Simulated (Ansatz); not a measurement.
# B$_{17}$N$_{18}$ (cell with a defect): what the fields show

```cif
data_structure
_symmetry_space_group_name_H-M 'P 1'
_symmetry_Int_Tables_number 1
_cell_length_a 7.5365
_cell_length_b 7.5365
_cell_length_c 8.3432
_cell_angle_alpha 90.000
_cell_angle_beta 90.000
_cell_angle_gamma 120.000
_cell_volume 410.40
loop_
_atom_site_label
_atom_site_type_symbol
_atom_site_fract_x
_atom_site_fract_y
_atom_site_fract_z
_atom_site_occupancy
B1 B 0.11375 0.55664 0.74955 1
B2 B 0.77620 0.55665 0.74941 1
B3 B 0.44112 0.22160 0.75017 1
B4 B 0.11376 0.22169 0.75026 1
B5 B 0.77708 0.22085 0.74958 1
B6 B 0.44113 0.88416 0.74861 1
B7 B 0.11035 0.88747 0.74950 1
B8 B 0.77623 0.88419 0.74853 1
B9 B 0.55575 0.44494 0.24988 1
B10 B 0.22273 0.44494 0.24989 1
B11 B 0.88923 0.44492 0.24988 1
B12 B 0.55576 0.11146 0.24987 1
B13 B 0.22260 0.11166 0.24994 1
B14 B 0.88923 0.11146 0.24987 1
B15 B 0.55574 0.77795 0.24974 1
B16 B 0.22260 0.77809 0.24986 1
B17 B 0.88903 0.77809 0.24986 1
N1 N 0.44474 0.55595 0.24979 1
N2 N 0.11141 0.55595 0.24988 1
N3 N 0.77808 0.55595 0.24987 1
N4 N 0.44474 0.22261 0.24994 1
N5 N 0.11141 0.22261 0.24995 1
N6 N 0.77807 0.22261 0.24989 1
N7 N 0.44474 0.88928 0.24978 1
N8 N 0.11141 0.88928 0.24990 1
N9 N 0.77808 0.88928 0.24977 1
N10 N 0.56237 0.43535 0.75001 1
N11 N 0.20648 0.43551 0.75032 1
N12 N 0.88765 0.44199 0.74943 1
N13 N 0.55588 0.11026 0.74965 1
N14 N 0.22054 0.10785 0.75040 1
N15 N 0.88765 0.11027 0.74963 1
N16 N 0.56243 0.79171 0.74709 1
N17 N 0.22053 0.77729 0.74911 1
N18 N 0.88997 0.77728 0.74901 1
```

Spin-polarised.

Computed with Ansatz, DFT PBE, scalar-relativistic, plane waves, PAW.

The density is the valence pseudo-density of a PAW calculation; it isn't the true density close to the nuclei.

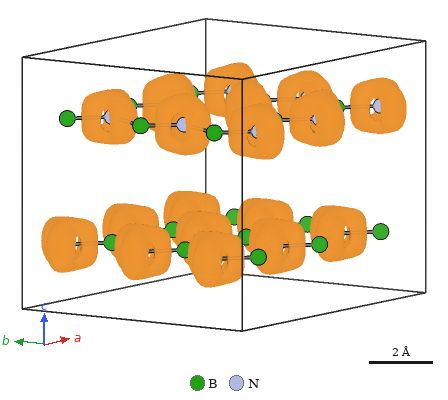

Figure 1. Isosurface of the electron localisation function at 0.75 (orange), seen at an oblique angle. Core shells and regions of very low density are left out. Sticks mark near contacts.

Question: What do the ELF domains correspond to?

Answer: The surface consists of 18 regions on N in which the atom's valence shell and bonds are merged, counted in one cell of 35 atoms. Any copies at cell faces, edges or corners count once. Along the contacts the grid gives the following. B–N (1.40 Å): the ELF peaks at about 0.90 between the atoms. B–N (1.44 Å): the ELF peaks at about 0.95 between the atoms.

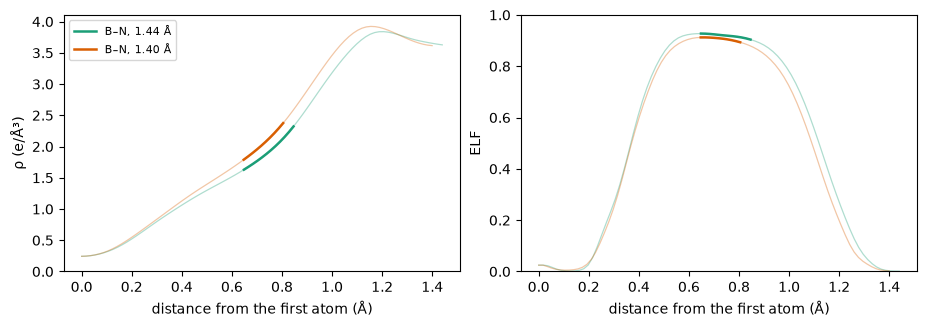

Figure 2. Valence electron density and ELF along straight lines between neighbouring atoms. Thin, pale parts lie inside the atomic spheres.

Question: Compare the contacts.

Answer: B–N (1.44 Å): the density is about 1.8 e/Å³ at the midpoint; the ELF peaks at about 0.95 between the atoms.
B–N (1.40 Å): ρ is about 2 e/Å³ halfway; the ELF peaks at about 0.90 between the atoms.

Question: Does the calculation make it a metal, or give it a gap?

Answer: It is metallic or semimetallic at this level of theory: no gap opens.
